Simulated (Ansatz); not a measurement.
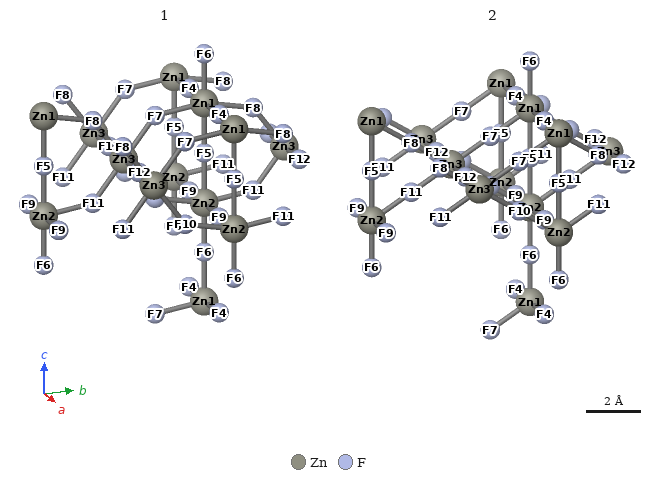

Two geometries of solid ZnF$_{3}$ (a generated structure, set up in Pmmm) (coarse preliminary run), drawn at one scale. One is the start of a relaxation, the other its converged end. A ball-and-stick model of the atoms within 5.8 Å of the atom that moves most (axes of the cell of the calculation), seen slightly off an axis.

The calculation used DFT PBE, scalar-relativistic, plane waves, PAW in Ansatz 0.2.0. (plane-wave cutoff 420 eV; k-point mesh 6 × 4 × 2; occupations gaussian; smearing width 0.1 eV; collinear spin; cell and atoms relaxed; force threshold 0.04 eV/Å; at most 70 steps)

Which one is relaxed?

Answer. Structure 1 is the relaxed one. After 8 accepted moves (10 points after the start) the energy has fallen by 524 meV per atom. The largest force component goes from 5.3 to 0.0056 eV/Å. Pressure: 28.99 GPa at the start and 0.22 GPa at the end. The SCF was repeated twice at an unchanged geometry on a basis and grid sized afresh for the cell, which shifted the energy by 6.6 meV per atom at most. The largest moves relative to the cell, 0.72 Å, are those of F7, F8, F10 and F11. F10 goes along [0 −2 −3]. Largest moves by element: F 0.72 Å, Zn 0.04 Å. The volume changes by +8.0 %, with a 3.705 → 3.852 Å (+4.0 %), b 6.230 → 6.314 Å (+1.4 %), c 7.554 → 7.742 Å (+2.5 %). Some distances before and after: Zn3–F10 1.833 → 2.027 Å, Zn1–F7 1.833 → 1.959 Å, Zn1–F6 1.844 → 1.926 Å, Zn1–F4 1.852 → 1.927 Å. Among the angles between lasting bonds that change: F10–Zn2–F11 116.4° → 160.6°, Zn2–F10–Zn3 180.0° → 136.9°, F7–Zn3–F10 63.6° → 105.6°. The space group stays Pmmm (No. 47). The program noted that the starting moments weren't kept.

Limits of the set-up: the k-point mesh is coarse for a cell with partly filled bands.
